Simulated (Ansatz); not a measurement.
Consider Pb.

Input

```
crystal:
  lattice:
    - [0.01933363, 2.46286993, 2.3546989056]
    - [2.50285714, -0.00674656, 2.379735888]
    - [2.4813249, 2.46741788, 0.0141942528]
  atoms:
    - { symbol: Pb, position: [0.0, 0.0, 0.0] }
hamiltonian:
  xc: pbe
  pseudopotentials: { kind: paw }
kpoints:
  mp_grid: { grid: [8, 8, 8] }
scf:
  occupations: { method: fermi_dirac, width: 0.05 }
output:
  forces: true
  stress: true
  eigenvalues: true
  write_density: true
  write_potential: true
  elf: true
  volumetric_format: npy
```

Launched as:

```sh
ansatz run input.yaml --threads 2 --pin off --max-ram 5632MiB --backend cpu --events-out ev --progress --plain --runs-dir out
```

Below, planes, directions and counts refer to the standardised cell (a = 4.72 Å, b = 4.94 Å, c = 3.40 Å, α = 89.86°, β = 133.05°, γ = 90.26°).

Space group P-1; computed pressure about 5 GPa in this cell.

These are results of Ansatz 0.2.0, Kohn-Sham DFT of a periodic cell, PBE, Ansatz PAW, not measurements.

### What can the converged valence pseudo-density and electron localisation function tell about the bonding?

Pb–Pb (3.40 Å): ρ at the midpoint is about 0.14 e/Å³; the ELF is about 0.20 at the midpoint (no shared electron pair shows on this line).
Pb–Pb (3.50 Å): ρ is about 0.12 e/Å³ halfway; the ELF is about 0.20 at the midpoint: no shared electron pair shows on this line.

### Metal or insulator at this level of theory?

It is metallic or semimetallic at this level of theory: no gap opens.

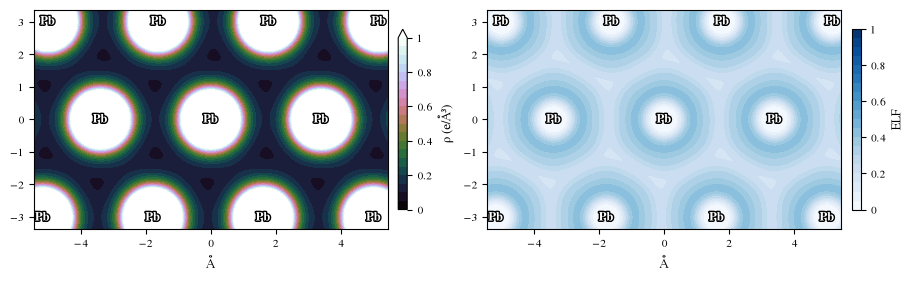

Computed valence pseudo-density and electron localisation function on the (110) plane of the standardised cell, in this order. 

Core electrons are frozen (PAW), and the valence fields are smoothed inside the atomic spheres.
